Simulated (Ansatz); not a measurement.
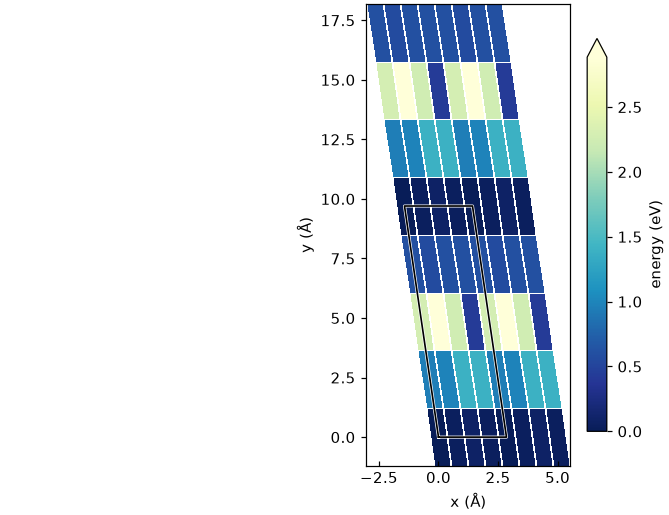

Energy landscape of O on an Al(101) slab cut from the P6_3/mmc phase, its upper half relaxed before the scan (9 atoms of substrate and one adsorbate in a 1 × 1 cell). 
- O is moved over the surface cell; relaxed at each place: the height of the adsorbate's atoms and the top layer of the substrate; the origin of the map has the adsorbate above Al9.
- Places are given modulo a cell vector. The map is drawn in real space over the plane of the surface.
- Grid: 4 × 4 points.
- All energies are given in eV relative to the lowest grid point.
- At some places the adsorbate sinks to or below the level of the top layer. With one adsorbate in each 1 × 1 cell, its nearest image is 2.9 Å away, so neighbouring adsorbates interact.
- The calculation used Ansatz 0.2.0, DFT PBE, scalar-relativistic, plane waves, PAW. Settings: cutoff 420 eV, k-mesh 9×3×1, gaussian smearing 0.1 eV, no spin polarisation.

Drawn: one coloured cell a grid point, the outline of one cell of the 2 × 2 shown, one colour for all values above the top of the scale. 

Describe this landscape.

Answer. The lowest grid point is at a bridge site between two Al atoms, (0/4, 0/4) of the cell vectors. The highest grid point, (1/4, 2/4) of the cell vectors [nearest 1 Al at 1.66 Å], lies 2.88 eV above the lowest. At the lowest point the adsorbate has 2 Al at 1.69 Å as nearest neighbours, at the highest 1 Al at 1.66 Å. Its relaxed height above the top atom is 1.36 Å at the lowest and 0.54 Å at the highest point.

Each point was launched as `ansatz run input.yaml --threads 1 --pin off --max-ram 3072MiB --backend cpu --events-out ev --progress --plain --runs-dir out`. The whole map (16 points run) took 33 min on 1 thread of Intel(R) Xeon(R) 6975P-C (Granite Rapids), on a shared host.
